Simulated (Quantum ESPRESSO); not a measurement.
## GaSb: single-point calculation

System: GaSb (I-4m2, 2 atoms in the cell).
Method: Kohn-Sham DFT of a periodic cell, PBEsol, GBRV 1.5 PBEsol, no spin polarisation (Quantum ESPRESSO 7.5).

The structure derives from a Materials Project entry. The volume is scaled by 1.04.

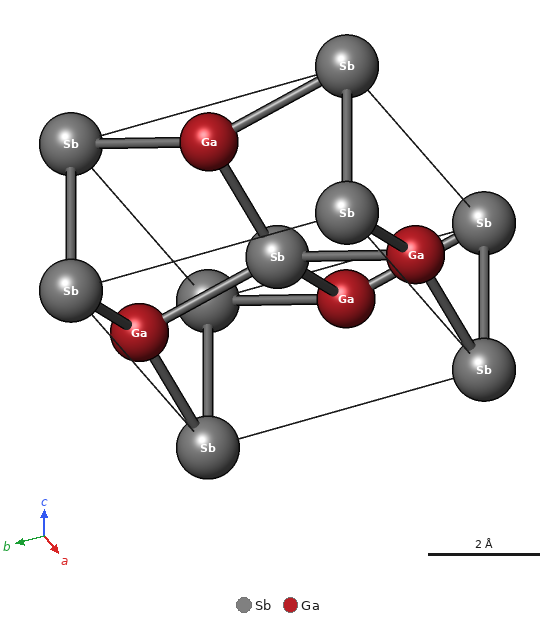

**Figure 1.** The input geometry (ball-and-stick view of the cell 2 times as large as that of the calculation, set on its symmetry axes, seen at an oblique angle). An atom can appear more than once, as a periodic image. Near neighbours in the periodic cell (some may lie outside the picture): Sb has 4 Ga at 2.90 Å and 2 Sb at 3.22 Å; Ga has 4 Sb at 2.90 Å.

## Input file
```
&CONTROL
  calculation = 'scf'
  prefix = 'pwscf'
  outdir = './tmp'
  pseudo_dir = './pseudo'
  tstress = .true.
  disk_io = 'nowf'
/
&SYSTEM
  ibrav = 0
  nat = 2
  ntyp = 2
  ecutwfc = 56
  ecutrho = 448
  nbnd = 25
  occupations = 'smearing'
  smearing = 'fd'
  degauss = 0.00367493
/
&ELECTRONS
  conv_thr = 4d-10
  electron_maxstep = 120
  mixing_beta = 0.5
/
ATOMIC_SPECIES
Sb   121.7600 sb_pbesol_v1.4.uspp.F.UPF
Ga    69.7230 ga_pbesol_v1.4.uspp.F.UPF
CELL_PARAMETERS angstrom
  -2.7896675499    2.7896675499    1.6116397558
   2.7896675499   -2.7896675499    1.6116397558
   2.7896675499    2.7896675499   -1.6116397558
ATOMIC_POSITIONS crystal
Sb     0.0000000000    0.0000000000    0.0000000000
Ga     0.7500000000    0.2500000000    0.5000000000
K_POINTS automatic
10 10 10 0 0 0
```

Hardware: 2 threads of Intel Xeon (Granite Rapids), 192 GiB of memory available, shared host.

Launch command:
```bash
OMP_NUM_THREADS=1 mpirun -n 2 pw.x -nk 2 -in pw.in > pw.out
```

## Log
```
This program is part of the open-source Quantum ESPRESSO suite
     for quantum simulation of materials; please cite
         "P. Giannozzi et al., J. Phys.:Condens. Matter 21 395502 (2009);
         "P. Giannozzi et al., J. Phys.:Condens. Matter 29 465901 (2017);
         "P. Giannozzi et al., J. Chem. Phys. 152 154105 (2020);
          URL
     in publications or presentations arising from this work. More details at

     Message from routine setup:
     using ibrav=0 with symmetry is DISCOURAGED, use correct ibrav instead

     K-points division:     npool     =       2
     Subspace diagonalization in iterative solution of the eigenvalue problem:
     a serial algorithm will be used

     G-vector sticks info
     --------------------
     sticks:   dense  smooth     PW     G-vecs:    dense   smooth      PW
     Sum        1619     813    281                54021    19139    3917

     Using Slab Decomposition

     bravais-lattice index     =            0
     lattice parameter (alat)  =       8.0534  a.u.
     unit-cell volume          =     338.5552 (a.u.)^3
     number of atoms/cell      =            2
     number of atomic types    =            2
     number of electrons       =        34.00
     number of Kohn-Sham states=           25
     kinetic-energy cutoff     =      56.0000  Ry
     charge density cutoff     =     448.0000  Ry
     scf convergence threshold =      4.0E-10
     mixing beta               =       0.5000
     number of iterations used =            8  plain     mixing
     Exchange-correlation= SLA  PW   PSX  PSC
                           (   1   4  10   8   0   0   0)

     celldm(1)=   8.053398  celldm(2)=   0.000000  celldm(3)=   0.000000
     celldm(4)=   0.000000  celldm(5)=   0.000000  celldm(6)=   0.000000

     crystal axes: (cart. coord. in units of alat)
               a(1) = (  -0.654594   0.654594   0.378171 )
               a(2) = (   0.654594  -0.654594   0.378171 )
               a(3) = (   0.654594   0.654594  -0.378171 )

     reciprocal axes: (cart. coord. in units 2 pi/alat)
               b(1) = (  0.000000  0.763832  1.322155 )
               b(2) = (  0.763832  0.000000  1.322155 )
               b(3) = (  0.763832  0.763832  0.000000 )

     PseudoPot. # 1 for Sb read from file:
     sb_pbesol_v1.4.uspp.F.UPF
     Pseudo is Ultrasoft + core correction, Zval = 15.0
     Generated by new atomic code, or converted to UPF format
     Using radial grid of  891 points,  6 beta functions with:
                l(1) =   0
                l(2) =   0
                l(3) =   1
                l(4) =   1
                l(5) =   2
                l(6) =   2
     Q(r) pseudized with  8 coefficients,  rinner =    1.350   1.350   1.350
                                                       1.350   1.350

     PseudoPot. # 2 for Ga read from file:
     ga_pbesol_v1.4.uspp.F.UPF
     Pseudo is Ultrasoft + core correction, Zval = 19.0
     Generated by new atomic code, or converted to UPF format
     Using radial grid of  871 points,  6 beta functions with:
                l(1) =   0
                l(2) =   0
                l(3) =   1
                l(4) =   1
                l(5) =   2
                l(6) =   2
     Q(r) pseudized with  8 coefficients,  rinner =    1.250   1.250   1.250
                                                       1.250   1.250

     atomic species   valence    mass     pseudopotential
     Sb               15.00   121.76000     Sb( 1.00)
     Ga               19.00    69.72300     Ga( 1.00)

      8 Sym. Ops. (no inversion) found

   Cartesian axes

     site n.     atom                  positions (alat units)
         1        Sb     tau(   1) = (   0.0000000   0.0000000   0.0000000  )
         2        Ga     tau(   2) = (   0.0000000   0.6545942   0.1890853  )

     number of k points=   102  Fermi-Dirac smearing, width (Ry)=  0.0037

     Number of k-points >= 100: set verbosity='high' to print them.

     Dense  grid:    54021 G-vectors     FFT dimensions: (  60,  60,  60)

     Smooth grid:    19139 G-vectors     FFT dimensions: (  40,  40,  40)

     Initial potential from superposition of free atoms

     starting charge      32.0000, renormalised to      34.0000
     Starting wfcs are   21 randomized atomic wfcs +    4 random wfcs

     Self-consistent Calculation

     iteration #  1     ecut=    56.00 Ry     beta= 0.50
     Davidson diagonalization with overlap
     ethr =  1.00E-02,  avg # of iterations =  6.2

     total energy              =    -578.75321972 Ry
     estimated scf accuracy    <      34.46597105 Ry

     iteration #  2     ecut=    56.00 Ry     beta= 0.50
     Davidson diagonalization with overlap
     ethr =  1.00E-02,  avg # of iterations =  3.0

     total energy              =    -598.29988271 Ry
     estimated scf accuracy    <      22.69519269 Ry

     iteration #  3     ecut=    56.00 Ry     beta= 0.50
     Davidson diagonalization with overlap
     ethr =  1.00E-02,  avg # of iterations =  2.0

     total energy              =    -599.91551878 Ry
     estimated scf accuracy    <       2.79882216 Ry

     iteration #  4     ecut=    56.00 Ry     beta= 0.50
     Davidson diagonalization with overlap
     ethr =  8.23E-03,  avg # of iterations =  1.0

     total energy              =    -599.37784394 Ry
     estimated scf accuracy    <       1.05309612 Ry

     iteration #  5     ecut=    56.00 Ry     beta= 0.50
     Davidson diagonalization with overlap
     ethr =  3.10E-03,  avg # of iterations =  2.1

     total energy              =    -599.60602726 Ry
     estimated scf accuracy    <       0.00950582 Ry

     iteration #  6     ecut=    56.00 Ry     beta= 0.50
     Davidson diagonalization with overlap
     ethr =  2.80E-05,  avg # of iterations =  6.2

     total energy              =    -599.56796057 Ry
     estimated scf accuracy    <       0.08479011 Ry

     iteration #  7     ecut=    56.00 Ry     beta= 0.50
     Davidson diagonalization with overlap
     ethr =  2.80E-05,  avg # of iterations =  3.1

     total energy              =    -599.58919169 Ry
     estimated scf accuracy    <       0.00076596 Ry

     iteration #  8     ecut=    56.00 Ry     beta= 0.50
     Davidson diagonalization with overlap
     ethr =  2.25E-06,  avg # of iterations =  3.3

     total energy              =    -599.58926293 Ry
     estimated scf accuracy    <       0.00004529 Ry

     iteration #  9     ecut=    56.00 Ry     beta= 0.50
     Davidson diagonalization with overlap
     ethr =  1.33E-07,  avg # of iterations =  2.3

     total energy              =    -599.58927837 Ry
     estimated scf accuracy    <       0.00000275 Ry

     iteration # 10     ecut=    56.00 Ry     beta= 0.50
     Davidson diagonalization with overlap
     ethr =  8.10E-09,  avg # of iterations =  3.9

     total energy              =    -599.58927968 Ry
     estimated scf accuracy    <       0.00000029 Ry

     iteration # 11     ecut=    56.00 Ry     beta= 0.50
     Davidson diagonalization with overlap
     ethr =  8.47E-10,  avg # of iterations =  2.0

     total energy              =    -599.58927973 Ry
     estimated scf accuracy    <          3.9E-09 Ry

     iteration # 12     ecut=    56.00 Ry     beta= 0.50
     Davidson diagonalization with overlap
     ethr =  1.14E-11,  avg # of iterations =  3.0

     total energy              =    -599.58927973 Ry
     estimated scf accuracy    <          2.3E-09 Ry

     iteration # 13     ecut=    56.00 Ry     beta= 0.50
     Davidson diagonalization with overlap
     ethr =  6.70E-12,  avg # of iterations =  2.0

     End of self-consistent calculation

     Number of k-points >= 100: set verbosity='high' to print the bands.

     the Fermi energy is     9.8235 ev

!    total energy              =    -599.58927973 Ry
     estimated scf accuracy    <          9.2E-11 Ry
     smearing contrib. (-TS)   =      -0.00034242 Ry
     internal energy E=F+TS    =    -599.58893731 Ry

     The total energy is F=E-TS. E is the sum of the following terms:
     one-electron contribution =    -445.05415481 Ry
     hartree contribution      =     237.70418416 Ry
     xc contribution           =     -91.47995350 Ry
     ewald contribution        =    -300.75901316 Ry

     convergence has been achieved in  13 iterations

     Computing stress (Cartesian axis) and pressure

          total   stress  (Ry/bohr**3)                   (kbar)     P=      -45.39
  -0.00029927   0.00000000   0.00000000          -44.02        0.00        0.00
  -0.00000000  -0.00029927  -0.00000000           -0.00      -44.02       -0.00
  -0.00000000  -0.00000000  -0.00032717           -0.00       -0.00      -48.13

=------------------------------------------------------------------------------=
   JOB DONE.
=------------------------------------------------------------------------------=
```

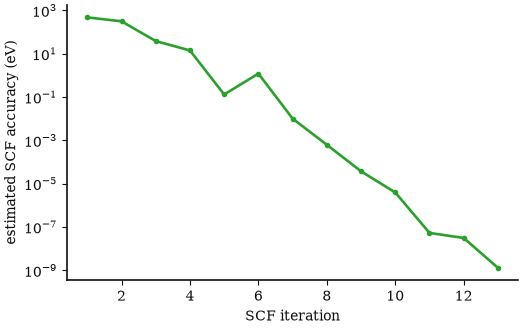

**Figure 2.** Convergence of the self-consistent field: estimated SCF accuracy against the iteration. The field takes 13 iterations in all.

## Results in brief

| quantity | value |
| --- | --- |
| outcome | converged |
| space group (tolerance 0.01 Å) | I-4m2 (119) |
| electrons treated | 34 |
| free energy | −8157.8277 eV |
| Fermi energy | 9.824 eV |
| gap on the k-point mesh | none (metallic) |
| pressure | −4.54 GPa |
| wall time | 42 s (CPU time 84 s) |
| peak memory | 0.4 GiB |
